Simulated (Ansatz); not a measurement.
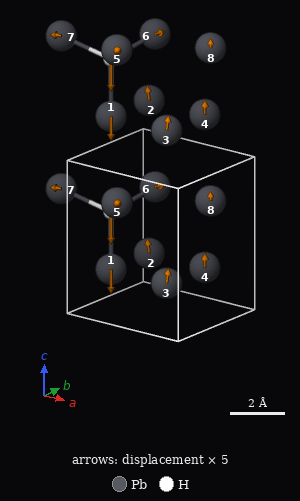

A relaxation of a crystal of HPb8 (set up in P3m1) (coarse preliminary run). The starting structure is drawn; orange arrows show the displacements (the part carried along by the change of the cell is left out), magnified 5 times.

Style: ball-and-stick. Shown: the cell of the calculation, repeated 1 × 1 × 2 with one cell outlined, slightly off an axis.

Case: 1 H put on empty site 2 of 4 host cells, relaxed.

Theory: DFT PBE, scalar-relativistic, plane waves, PAW in Ansatz 0.2.0. (plane-wave cutoff 420 eV; k-point mesh 3 × 3 × 4; occupations gaussian; smearing width 0.1 eV; no spin polarisation; cell and atoms relaxed; force threshold 0.0325 eV/Å; at most 70 steps)

### What did the optimiser do to the structure, and how much energy did it gain?

The energy falls by 0.202 eV per cell of the calculation in 6 accepted moves (7 points after the start). Largest force component: 0.54 eV/Å at the start, 0.01 eV/Å at the end. The pressure goes from 1.78 to 0.00 GPa. The SCF was repeated once at an unchanged geometry on a basis and grid sized afresh for the cell, which shifted the energy by 1.6 meV per cell of the calculation at most. The atom that moves furthest relative to the cell is the H atom (0.25 Å along −c). By element the largest moves are H 0.25 Å, Pb 0.19 Å. The volume changes by +3.5 %, with a = b 7.084 → 7.198 Å (+1.6 %), c 5.849 → 5.867 Å (+0.3 %). Among the contacts that change: H–Pb 2.172 → 2.392 Å, H–Pb 2.193 → 2.139 Å. The space group stays P3m1 (No. 156).

Limits of the set-up: layers or molecules are held without a dispersion correction, so their spacing is unreliable.
